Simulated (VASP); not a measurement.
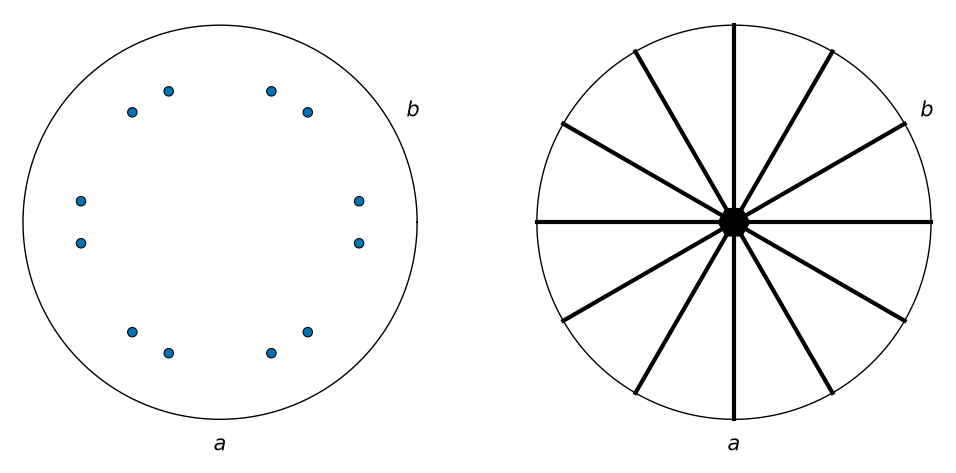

Stereographic projection: filled dots lie in the upper hemisphere, open rings in the lower; heavy lines are mirror planes (a heavy rim: a mirror in the plane of the page); lens, triangle, square and hexagon are 2-, 3-, 4- and 6-fold axes, a lens in an open square is −4, a triangle in an open hexagon −6; thin dashed diameters join the ends of axes that lie in the page; a small open circle marks inversion. The c axis points at the viewer. Left: one general form; right: the symmetry elements. Computed from the symmetry operations of a computed or model structure of composition CoO.

Name the crystal class.

6mm (C6v), order 12, hexagonal system: one sixfold axis, six mirror planes.

Which physical properties does it allow?

It is not centrosymmetric; polar, so pyroelectricity and piezoelectricity are allowed; it is not chiral.
